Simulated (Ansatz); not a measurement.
# A thicker film of SrO (110) from five thinner ones

In a field along its normal an insulating film takes a dipole p. Written as a length, p/(ε₀AE), it should grow by 1 − 1/ε for each ångström added.

**Method.** Ansatz 0.2.0, plane waves with PAW datasets (its set soft_2), PBE; rocksalt films relaxed at a bulk in-plane lattice constant near the measured one, then held in weak fields of both signs with a dipole correction (A is the cell's area, E the outer field).

| run | distance between the outer atoms (Å) | p/(ε₀AE) (Å) |
| --- | --- | --- |
| 5 units | 7.173 | 8.117 |
| 6 units | 9.048 | 9.381 |
| 8 units | 12.729 | 12.113 |
| 9 units | 14.566 | 13.482 |
| 12 units | 20.104 | 17.556 |
| 16 units | 27.483 | ? |

Q: Estimate the withheld value from the rows shown.

A least-squares line through the 5 rows shown has slope 0.7331 and intercept 2.8018; no row lies more than 0.057 Å off it. That slope means ε = 1/(1 − 0.7331) = 3.75. At 27.483 it gives 0.7331 × 27.483 + 2.8018 = 22.950 Å, beyond the rows fitted. Rounding and scatter of the rows alone allow about ±0.129 Å there.

The run itself gives 22.994 Å: a miss of +0.044 Å, or 0.2 % of the value. The length is met to within 1 %, though ε is more sensitive than the length: the two thickest films give ε = 3.80.

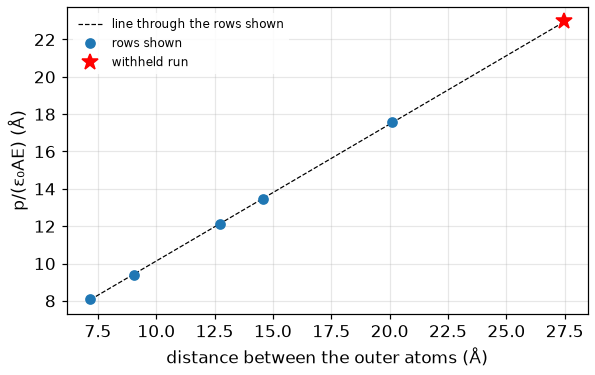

The fit and the withheld run.

Caveats: This is the electronic response alone. A unit is one step of the cut along the normal (a plane, a pair of planes or a cell), and the layers relax along it, away from their bulk spacing where the functional's lattice constant differs from the one held.
